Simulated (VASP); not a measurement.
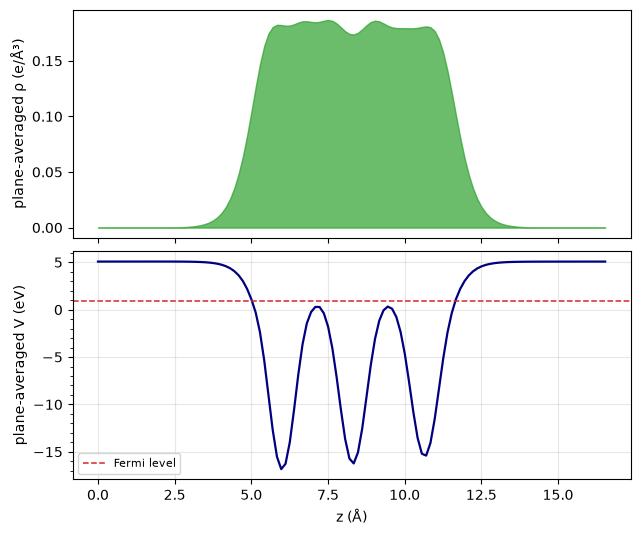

Figure. Al (slab). Plane average of the electrostatic potential (local pseudopotential plus Hartree) felt by an electron and of the valence pseudo-density across the slab.

Not relaxed (largest force 1.5 eV/Å).

The calculation used Kohn-Sham DFT of a periodic cell, r2SCAN with D3(BJ), VASP PAW PBE potentials, recommended (VASP 6.6.1).

The density is the valence pseudo-density of a PAW calculation; it isn't the true density close to the nuclei.

Question: How far above the Fermi level of the calculation is the vacuum level?

Answer: 4.2 eV.

Question: How thick is the slab, and how wide the vacuum?

Answer: The outermost nuclei are 4.9 Å apart, in 3 atomic planes; the vacuum between periodic images is 11.8 Å wide.
